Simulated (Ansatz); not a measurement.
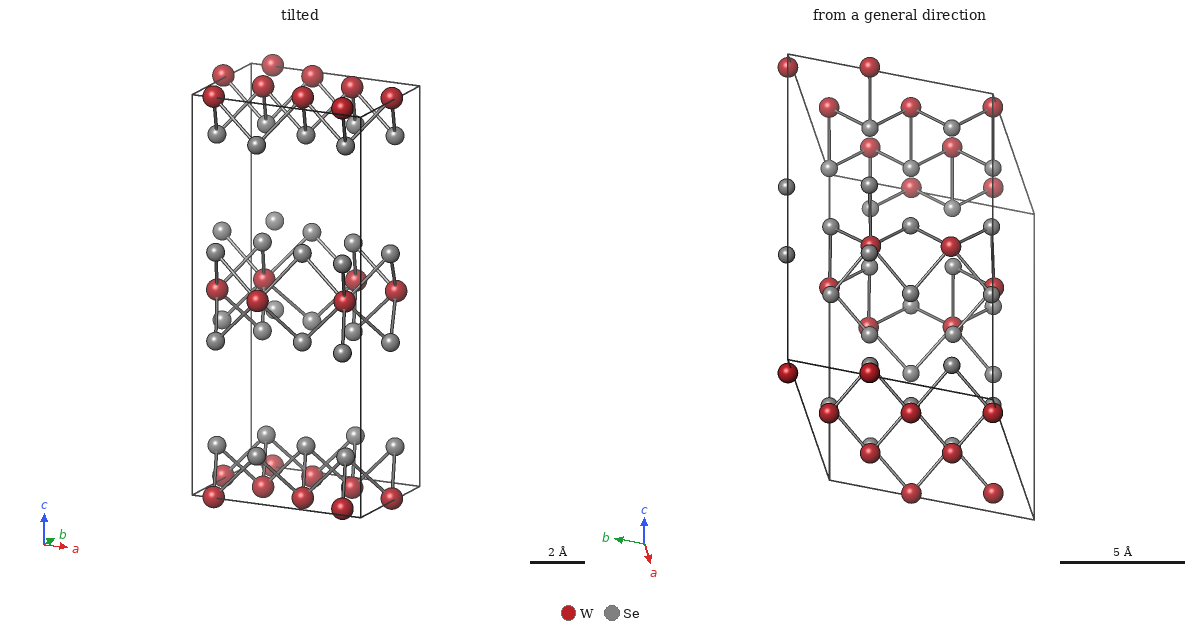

Ball-and-stick representation of a periodic structure, projected slightly off an axis and from a general direction. The lines enclose the supercell; boundary atoms appear with their images. The host is WSe$_{2}$, in a cell of 42 sites, and the cell carries a charge of -2.

What imperfection does the supercell contain?

Answer. A tungsten vacancy. Around the empty site lie six Se at about 2.6 Å.

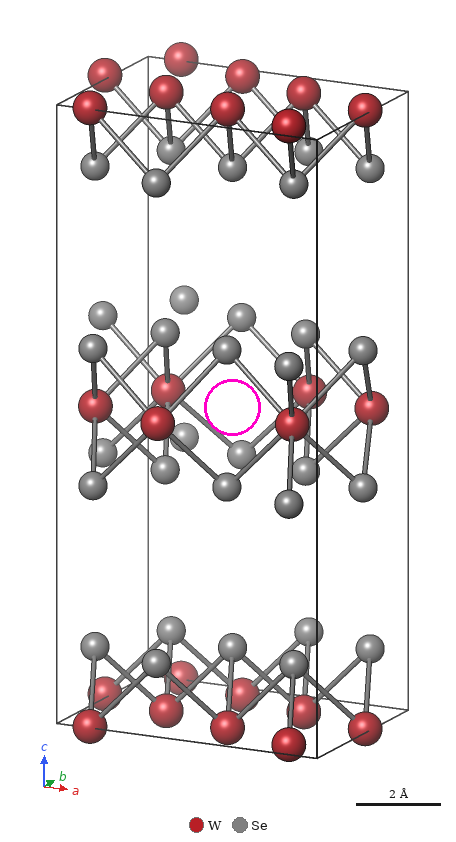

The same cell with a ring at the defect's site.

The structure comes from a structure listed in the Materials Project, repeated into a supercell with a point defect put in. Earlier steps of the study, as a rule a relaxation of our own, may have changed the cell and positions, so they can lie some per cent off the listed ones. It was set up as input for a calculation with Ansatz.
